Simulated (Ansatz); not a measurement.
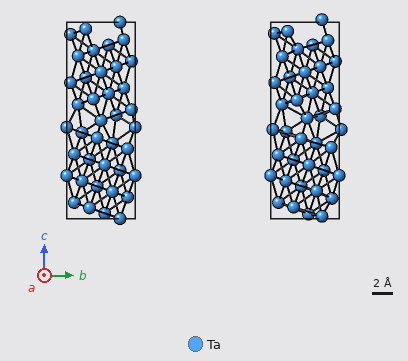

Two geometries of an interface cell of composition Ta, drawn at one scale. One is the start of a relaxation, the other its converged end. The picture is a ball-and-stick view of the cell of the calculation (origin shifted), seen along the a axis.

All numbers below come from DFT PBE, scalar-relativistic, plane waves, PAW in Ansatz. Set-up: plane-wave cutoff 420 eV; k-point mesh 8 × 8 × 2; occupations gaussian; smearing width 0.1 eV; no spin polarisation; cell relaxed at fixed a, b, alpha, beta, gamma; force threshold 0.02 eV/Å; at most 60 steps.

**Which one is relaxed?**

The right one is the relaxed one. Case: symmetric tilt boundary Sigma 9 (2 2 1), mirror between planes, shift [0, 0.5]. The largest moves relative to the cell, 0.39 Å, are those of Ta atoms. The drawn cell changes at constant volume: a unchanged at 4.693 Å, b unchanged at 7.421 Å, c 20.213 → 20.222 Å (0.0 %). Near-neighbour distances that change, for instance: Ta–Ta 2.188 → 2.676 Å, Ta–Ta 3.319 → 3.010 Å, Ta–Ta 3.849 → 3.597 Å, Ta–Ta 3.319 → 3.073 Å. After 6 accepted moves (7 points after the start) the energy has fallen by 6.060 eV per cell of the calculation. The largest force component goes from 6.1 to 0.0076 eV/Å. The pressure goes from 4.65 to 2.05 GPa. The SCF was repeated once at an unchanged geometry on a basis and grid sized afresh for the cell, which shifted the energy by 0.1 meV per cell of the calculation at most.
